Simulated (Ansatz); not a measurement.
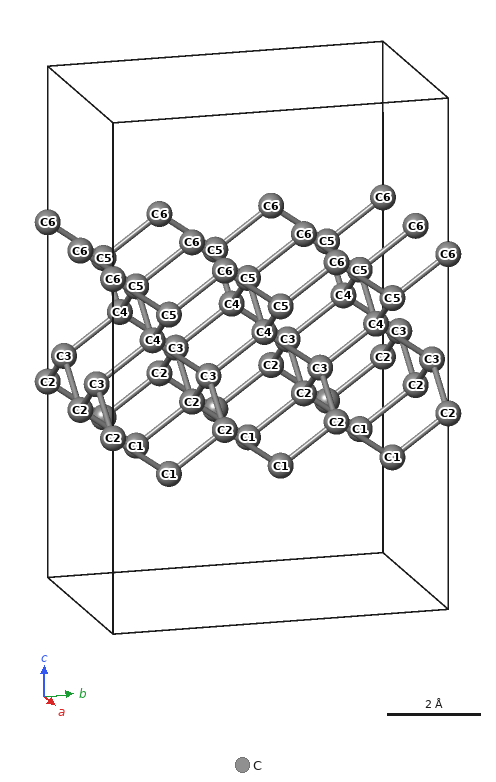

**Figure 1.** The starting structure (ball-and-stick view of the 2 × 3 repeat of the cell, with the vacuum cut short, seen slightly off an axis; atoms are numbered from 1 in the order of the input). An atom can appear more than once, as a periodic image.

## Geometry relaxation of C (part 1 of 2)

C (slab, 6 atoms in the cell), computed with DFT PBE, scalar-relativistic, plane waves, PAW, PAW set soft_1, no spin polarisation (Ansatz 0.2.0).

The structure derives from an entry of the Crystallography Open Database. The input holds or restrains some coordinates. Forces given for the steps count only the free coordinates. Figures and captions count atoms from 1; the log counts them from 0 in places.

### Input file
```yaml
crystal:
  lattice:
    - [2.5254662241, 0.0, 0.0]
    - [0.0, 2.5254662241, 0.0]
    - [0.0, 0.0, 18.4644357319]
  atoms:
    - { symbol: C, position: [0.0, 0.5, 0.3791071713] }
    - { symbol: C, position: [0.0, 0.0, 0.4274643028] }
    - { symbol: C, position: [0.5, 0.0, 0.4758214343] }
    - { symbol: C, position: [0.5, 0.5, 0.5241785657] }
    - { symbol: C, position: [0.0, 0.5, 0.5725356972] }
    - { symbol: C, position: [0.0, 0.0, 0.6208928287] }
basis:
  ecutwfc: 420
kpoints:
  mp_grid: { grid: [10, 10, 1] }
hamiltonian:
  xc: pbe
  pseudopotentials: { kind: paw, azcp: { folder: soft_1 } }
scf:
  occupations: { method: gaussian, width: 0.05 }
output:
  forces: true
  eigenvalues: true
relax:
  adjacent_minimum: "off"
  f_tol: 0.03
  max_steps: 50
  constraints: [{ sites: [0, 1, 2] }]
efield:
  axis: 3
  dipole_correction: true
  ramp_width: 0.04
```

Machine: 2 threads of Arm Neoverse N1, 98 GiB of memory available, shared host.

Run as:
```bash
ansatz run input.yaml --threads 2 --pin off --max-ram 6144MiB --backend cpu --events-out ev --progress --plain --runs-dir out
```

### The program's output
```
Engine: ansatz 0.2.0, aarch64-unknown-linux-gnu
Pseudopotentials: kind: paw
Pseudopotential: C, paw, valence charge 4, recommended cutoff 420 eV (normal), [file]
Functional definition: PBE
  parameter kappa = 0.804
  parameter beta = 0.06672455060314922
  exchange = pbe_x(kappa = kappa, mu = beta*pi^2/3)
  correlation = pbe_c(beta = beta)
Crystal: 6 atoms, lattice volume = 117.766 Å³
Basis set: ecut = 420 eV, 2301 PW (Γ), exchange–correlation on 36×36×250 points (8 copies of the dense FFT grid, shifted against one another)
Bands: 18, of which v1, the nominal top of the filled ones, is band 12 counted from 1 (11 counted from 0)
Symmetry: 4 space group operations
k-points: 36 of 100
Non-local potential: C, projectors of the file, l = 0: 2, l = 1: 2, l = 2: 1
PAW form: soft (Blöchl's): semilocal exchange-correlation on the pseudo side does not see the compensation charge
PAW one-centre angular grid: C, 110 points (default); XC on 64 Gauss nodes
Initial density: superposition of atomic densities (neutral atoms: chi_scale 0, normalization atom)
Initial wavefunctions: pseudopotential atomic-orbital guess
Functional: x = pbe(κ = 0.804, μ = 0.2195149727645171), c = pbe(β = 0.06672455060314922)
SCF iter   1: F=—  HF=-1499.188375 eV  |F-HF|=—  |Δ(HF+E_count)|=         —  Δρ=6.81e-2  dr2=4.12e0  ethr=3.10e-3  p=0.000 e·Å  D=2.57e-14 V/Å  ΔV_dip=-0.00 eV  dr2_dipole=5.67e-7  V_vac-E_F(+/−)=8.52/8.52 eV  ⟨swp⟩=8.6  Hψ=4562  notcnv=0
efield: sawtooth ramp at fractional position 0.9800 (placed from the atoms, in the widest stretch of the axis that holds none; the zero of the levels goes with the place), width 0.0400; the density the first Hamiltonian is built on has a dipole p = 0.000 e·Å; the dipole correction subtracts the counter field D = 2.57e-14 V/Å, which shifts the + side's vacuum level by -0.00 eV against the − side's; the planar-averaged density in the ramp window peaks in size at 1.2e-6 e/Å³
preconditioner: auto → LDOS  [insulator: Δε(μ)=0.056 eV  Ē_g=14.288 eV  σ=0.050 eV  W_gap=0.57  n_scr=12 (ndim 8)  ℏωp=16.8 eV  f_vac=0.578  D(μ)=1.00/eV (n_scr^D=6)  ε∞_Penn≈2.4  β→1.0]
SCF iter   2: F=—  HF=-1498.011139 eV  |F-HF|=—  |Δ(HF+E_count)|=    1.18e0  Δρ=1.81e-2  dr2=3.17e-1  ethr=3.10e-3  p=-0.000 e·Å  D=-7.60e-5 V/Å  ΔV_dip=0.00 eV  dr2_dipole=4.89e-8  V_vac-E_F(+/−)=7.85/7.84 eV  ⟨swp⟩=3.6  Hψ=1857  notcnv=0  defer=55
SCF iter   3: F=—  HF=-1497.924848 eV  |F-HF|=—  |Δ(HF+E_count)|=   8.63e-2  Δρ=6.26e-3  dr2=3.55e-2  ethr=1.32e-3  p=-0.000 e·Å  D=-9.70e-5 V/Å  ΔV_dip=0.00 eV  dr2_dipole=1.28e-6  V_vac-E_F(+/−)=7.57/7.57 eV  ⟨swp⟩=2.6  Hψ=1424  notcnv=0  defer=54
SCF iter   4: F=—  HF=-1497.915195 eV  |F-HF|=—  |Δ(HF+E_count)|=   9.65e-3  Δρ=6.87e-4  dr2=1.06e-3  ethr=1.48e-4  p=-0.000 e·Å  D=-3.26e-5 V/Å  ΔV_dip=0.00 eV  dr2_dipole=2.40e-7  V_vac-E_F(+/−)=7.61/7.61 eV  ⟨swp⟩=2.3  Hψ=1213  notcnv=0  defer=54
SCF iter   5: F=—  HF=-1497.915136 eV  |F-HF|=—  |Δ(HF+E_count)|=   5.92e-5  Δρ=1.83e-4  dr2=1.12e-4  ethr=4.42e-6  p=-0.000 e·Å  D=-7.43e-6 V/Å  ΔV_dip=0.00 eV  dr2_dipole=1.26e-7  V_vac-E_F(+/−)=7.58/7.58 eV  ⟨swp⟩=2.2  Hψ=1098  notcnv=0  defer=54
SCF iter   6: F=-1497.915139 eV  HF=-1497.915140 eV  |F-HF|=8.20e-7  |Δ(HF+E_count)|=   4.12e-6  Δρ=4.54e-5  dr2=4.79e-6  ethr=9.38e-8  p=0.000 e·Å  D=3.43e-6 V/Å  ΔV_dip=-0.00 eV  dr2_dipole=5.23e-8  V_vac-E_F(+/−)=7.56/7.56 eV  ⟨swp⟩=13.0  Hψ=4683  notcnv=0
SCF 1 converged in 6 iterations: F = -1497.915139 eV  dr2 = 4.79e-6
  greatest PAW one-centre occupation: 0.663 electrons in one spin orbital (limit 2), on the C atom at site 5 (counted from 0), in its partial waves of l = 0
relax step   1: F+E_penalty+E_count = -1497.91513885 eV  Δ(F+E_penalty+E_count) = +0.000e0 eV  max|allowed force component| = 2.434e0 eV/Å  Δτ_max = 0.0000 Å  (6 SCF iters, dr2 threshold 2.25e-5 eV, accepted)
Initial density: handed on by an earlier stage of this run
Initial wavefunctions: those handed on with the density
iter 1 solved again at ethr=4.69e-5 eV; its pass at ethr=3.10e-3 eV (dr2=1.12e-2 eV) is discarded
SCF iter   1: F=—  HF=-1498.019127 eV  |F-HF|=—  |Δ(HF+E_count)|=         —  Δρ=3.65e-3  dr2=1.11e-2  ethr=4.69e-5  p=0.000 e·Å  D=3.44e-6 V/Å  ΔV_dip=-0.00 eV  dr2_dipole=7.83e-4  V_vac-E_F(+/−)=7.51/7.51 eV  ⟨swp⟩=2.0  Hψ=3295  notcnv=0  defer=52
efield: sawtooth ramp at fractional position 0.9800 (handed on by an earlier solve), width 0.0400; the density the first Hamiltonian is built on has a dipole p = 0.000 e·Å; the dipole correction subtracts the counter field D = 3.44e-6 V/Å, which shifts the + side's vacuum level by -0.00 eV against the − side's; the planar-averaged density in the ramp window peaks in size at 1.8e-6 e/Å³
preconditioner: auto → LDOS  [metal: Δε(μ)=0.028 eV  Ē_g=14.131 eV  σ=0.050 eV  W_gap=0.29  n_scr=12 (ndim 8)  ℏωp=16.8 eV  f_vac=0.584  D(μ)=2.81/eV (n_scr^D=12)  β→1.0]
SCF iter   2: F=—  HF=-1498.017038 eV  |F-HF|=—  |Δ(HF+E_count)|=   2.09e-3  Δρ=1.11e-3  dr2=1.79e-3  ethr=4.62e-5  p=0.002 e·Å  D=3.56e-3 V/Å  ΔV_dip=-0.07 eV  dr2_dipole=1.17e-4  V_vac-E_F(+/−)=7.46/7.52 eV  ⟨swp⟩=2.2  Hψ=1111  notcnv=0  defer=52
SCF iter   3: F=—  HF=-1498.016887 eV  |F-HF|=—  |Δ(HF+E_count)|=   1.51e-4  Δρ=4.30e-4  dr2=3.58e-4  ethr=7.45e-6  p=0.003 e·Å  D=4.31e-3 V/Å  ΔV_dip=-0.08 eV  dr2_dipole=1.72e-5  V_vac-E_F(+/−)=7.45/7.53 eV  ⟨swp⟩=2.1  Hψ=1008  notcnv=0  defer=52
SCF iter   4: F=—  HF=-1498.016823 eV  |F-HF|=—  |Δ(HF+E_count)|=   6.38e-5  Δρ=2.09e-4  dr2=8.97e-5  ethr=4.17e-7  p=0.003 e·Å  D=5.36e-3 V/Å  ΔV_dip=-0.10 eV  dr2_dipole=5.37e-6  V_vac-E_F(+/−)=7.43/7.53 eV  ⟨swp⟩=12.5  Hψ=4467  notcnv=0
SCF iter   5: F=-1498.016803 eV  HF=-1498.016812 eV  |F-HF|=8.98e-6  |Δ(HF+E_count)|=   1.08e-5  Δρ=5.93e-5  dr2=1.14e-5  ethr=3.74e-7  p=0.004 e·Å  D=6.03e-3 V/Å  ΔV_dip=-0.11 eV  dr2_dipole=4.92e-8  V_vac-E_F(+/−)=7.42/7.53 eV  ⟨swp⟩=8.7  Hψ=3221  notcnv=0
SCF 2 converged in 5 iterations: F = -1498.016803 eV  dr2 = 1.14e-5
  greatest PAW one-centre occupation: 0.664 electrons in one spin orbital (limit 2), on the C atom at site 5 (counted from 0), in its partial waves of l = 0
relax step   2: F+E_penalty+E_count = -1498.01680333 eV  Δ(F+E_penalty+E_count) = -1.017e-1 eV  max|allowed force component| = 1.417e0 eV/Å  Δτ_max = 0.0591 Å  (5 SCF iters, dr2 threshold 1.00e-4 eV, accepted)
SCF iter   1: F=—  HF=-1498.056370 eV  |F-HF|=—  |Δ(HF+E_count)|=         —  Δρ=3.85e-3  dr2=2.49e-2  ethr=1.85e-4  p=0.004 e·Å  D=6.03e-3 V/Å  ΔV_dip=-0.11 eV  dr2_dipole=1.40e-3  V_vac-E_F(+/−)=7.36/7.48 eV  ⟨swp⟩=5.1  Hψ=2401  notcnv=0  defer=53
efield: sawtooth ramp at fractional position 0.9800 (handed on by an earlier solve), width 0.0400; the density the first Hamiltonian is built on has a dipole p = 0.004 e·Å; the dipole correction subtracts the counter field D = 6.03e-3 V/Å, which shifts the + side's vacuum level by -0.11 eV against the − side's; the planar-averaged density in the ramp window peaks in size at 1.8e-6 e/Å³
preconditioner: auto → LDOS  [metal: Δε(μ)=0.016 eV  Ē_g=14.156 eV  σ=0.050 eV  W_gap=0.18  n_scr=12 (ndim 8)  ℏωp=16.8 eV  f_vac=0.585  D(μ)=3.78/eV (n_scr^D=14)  β→1.0]
SCF iter   2: F=—  HF=-1498.052103 eV  |F-HF|=—  |Δ(HF+E_count)|=   4.27e-3  Δρ=1.63e-3  dr2=8.90e-3  ethr=1.04e-4  p=0.006 e·Å  D=9.72e-3 V/Å  ΔV_dip=-0.18 eV  dr2_dipole=1.11e-3  V_vac-E_F(+/−)=7.30/7.47 eV  ⟨swp⟩=2.9  Hψ=1364  notcnv=0  defer=51
SCF iter   3: F=—  HF=-1498.051588 eV  |F-HF|=—  |Δ(HF+E_count)|=   5.15e-4  Δρ=8.54e-4  dr2=2.32e-3  ethr=3.71e-5  p=0.007 e·Å  D=1.12e-2 V/Å  ΔV_dip=-0.21 eV  dr2_dipole=1.22e-5  V_vac-E_F(+/−)=7.28/7.48 eV  ⟨swp⟩=1.3  Hψ=614  notcnv=0  defer=51
SCF iter   4: F=—  HF=-1498.051231 eV  |F-HF|=—  |Δ(HF+E_count)|=   3.57e-4  Δρ=3.07e-4  dr2=4.49e-4  ethr=9.68e-6  p=0.008 e·Å  D=1.30e-2 V/Å  ΔV_dip=-0.24 eV  dr2_dipole=1.90e-5  V_vac-E_F(+/−)=7.25/7.49 eV  ⟨swp⟩=2.7  Hψ=990  notcnv=0  defer=51
SCF iter   5: F=—  HF=-1498.051187 eV  |F-HF|=—  |Δ(HF+E_count)|=   4.37e-5  Δρ=1.65e-4  dr2=1.28e-4  ethr=1.87e-6  p=0.009 e·Å  D=1.31e-2 V/Å  ΔV_dip=-0.24 eV  dr2_dipole=2.98e-5  V_vac-E_F(+/−)=7.25/7.50 eV  ⟨swp⟩=2.1  Hψ=778  notcnv=0  defer=51
SCF iter   6: F=-1498.051157 eV  HF=-1498.051176 eV  |F-HF|=1.97e-5  |Δ(HF+E_count)|=   1.06e-5  Δρ=3.80e-5  dr2=1.57e-5  ethr=4.17e-7  p=0.008 e·Å  D=1.29e-2 V/Å  ΔV_dip=-0.24 eV  dr2_dipole=5.94e-6  V_vac-E_F(+/−)=7.26/7.50 eV  ⟨swp⟩=11.6  Hψ=4194  notcnv=0
SCF 3 converged in 6 iterations: F = -1498.051157 eV  dr2 = 1.57e-5
  greatest PAW one-centre occupation: 0.667 electrons in one spin orbital (limit 2), on the C atom at site 5 (counted from 0), in its partial waves of l = 0
relax step   3: F+E_penalty+E_count = -1498.05115673 eV  Δ(F+E_penalty+E_count) = -3.435e-2 eV  max|allowed force component| = 8.474e-2 eV/Å  Δτ_max = 0.0276 Å  (6 SCF iters, dr2 threshold 1.00e-4 eV, accepted)
SCF iter   1: F=—  HF=-1498.051368 eV  |F-HF|=—  |Δ(HF+E_count)|=         —  Δρ=9.66e-4  dr2=7.23e-4  ethr=1.35e-4  p=0.008 e·Å  D=1.29e-2 V/Å  ΔV_dip=-0.24 eV  dr2_dipole=9.78e-5  V_vac-E_F(+/−)=7.26/7.50 eV  ⟨swp⟩=2.8  Hψ=1769  notcnv=0  defer=53
efield: sawtooth ramp at fractional position 0.9800 (handed on by an earlier solve), width 0.0400; the density the first Hamiltonian is built on has a dipole p = 0.008 e·Å; the dipole correction subtracts the counter field D = 1.29e-2 V/Å, which shifts the + side's vacuum level by -0.24 eV against the − side's; the planar-averaged density in the ramp window peaks in size at 1.5e-6 e/Å³
preconditioner: auto → LDOS  [metal: Δε(μ)=0.028 eV  Ē_g=14.183 eV  σ=0.050 eV  W_gap=0.30  n_scr=12 (ndim 8)  ℏωp=16.8 eV  f_vac=0.586  D(μ)=3.43/eV (n_scr^D=12)  β→1.0]
SCF iter   2: F=—  HF=-1498.051241 eV  |F-HF|=—  |Δ(HF+E_count)|=   1.26e-4  Δρ=2.39e-4  dr2=7.44e-5  ethr=3.01e-6  p=0.008 e·Å  D=1.30e-2 V/Å  ΔV_dip=-0.24 eV  dr2_dipole=3.45e-6  V_vac-E_F(+/−)=7.26/7.50 eV  ⟨swp⟩=2.6  Hψ=1483  notcnv=0  defer=53
SCF iter   3: F=—  HF=-1498.051256 eV  |F-HF|=—  |Δ(HF+E_count)|=   1.50e-5  Δρ=4.94e-5  dr2=4.21e-6  ethr=3.10e-7  p=0.008 e·Å  D=1.29e-2 V/Å  ΔV_dip=-0.24 eV  dr2_dipole=3.84e-7  V_vac-E_F(+/−)=7.26/7.50 eV  ⟨swp⟩=2.1  Hψ=1015  notcnv=0  defer=53
SCF iter   4: F=—  HF=-1498.051257 eV  |F-HF|=—  |Δ(HF+E_count)|=   4.17e-7  Δρ=2.02e-5  dr2=1.47e-6  ethr=1.76e-8  p=0.008 e·Å  D=1.29e-2 V/Å  ΔV_dip=-0.24 eV  dr2_dipole=2.21e-7  V_vac-E_F(+/−)=7.26/7.50 eV  ⟨swp⟩=2.2  Hψ=1030  notcnv=0  defer=53
SCF iter   5: F=—  HF=-1498.051257 eV  |F-HF|=—  |Δ(HF+E_count)|=   7.24e-8  Δρ=7.55e-6  dr2=1.77e-7  ethr=6.11e-9  p=0.008 e·Å  D=1.29e-2 V/Å  ΔV_dip=-0.24 eV  dr2_dipole=1.62e-8  V_vac-E_F(+/−)=7.26/7.50 eV  ⟨swp⟩=2.4  Hψ=934  notcnv=0  defer=53
SCF iter   6: F=-1498.051257 eV  HF=-1498.051257 eV  |F-HF|=3.17e-9  |Δ(HF+E_count)|=   4.45e-8  Δρ=2.84e-6  dr2=1.87e-8  ethr=4.17e-10  p=0.008 e·Å  D=1.29e-2 V/Å  ΔV_dip=-0.24 eV  dr2_dipole=7.76e-10  V_vac-E_F(+/−)=7.26/7.50 eV  ⟨swp⟩=11.9  Hψ=3621  notcnv=0
SCF 4 converged in 6 iterations: F = -1498.051257 eV  dr2 = 1.87e-8
```
